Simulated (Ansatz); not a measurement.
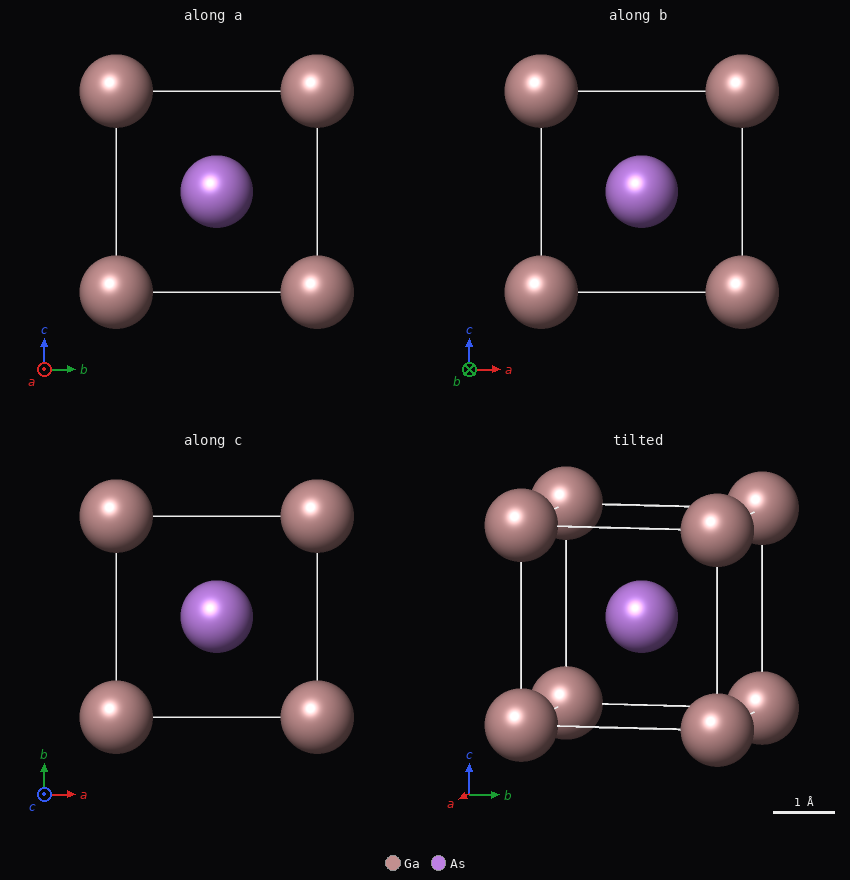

Figure: spheres-only view along the a axis, along the b axis, along the c axis and slightly off an axis. The wireframe shows the conventional unit cell.

Lattice parameters: a = 3.3287 Å, b = 3.3287 Å, c = 3.3287 Å, α = 90.000°, β = 90.000°, γ = 90.000°.

> Record the structure as a CIF in P1 with every atom of the cell.

```cif
data_structure
_symmetry_space_group_name_H-M 'P 1'
_symmetry_Int_Tables_number 1
_cell_length_a 3.3287
_cell_length_b 3.3287
_cell_length_c 3.3287
_cell_angle_alpha 90.000
_cell_angle_beta 90.000
_cell_angle_gamma 90.000
_cell_volume 36.88
loop_
_atom_site_label
_atom_site_type_symbol
_atom_site_fract_x
_atom_site_fract_y
_atom_site_fract_z
_atom_site_occupancy
Ga1 Ga 0.0000 0.0000 0.0000 1
As1 As 0.5000 0.5000 0.5000 1
```

The model was built from a structure type filled with these elements by a generator (whether the compound takes this form wasn't checked). Earlier steps of the study may have refined or changed the cell and positions. It was run through Ansatz as a DFT input.
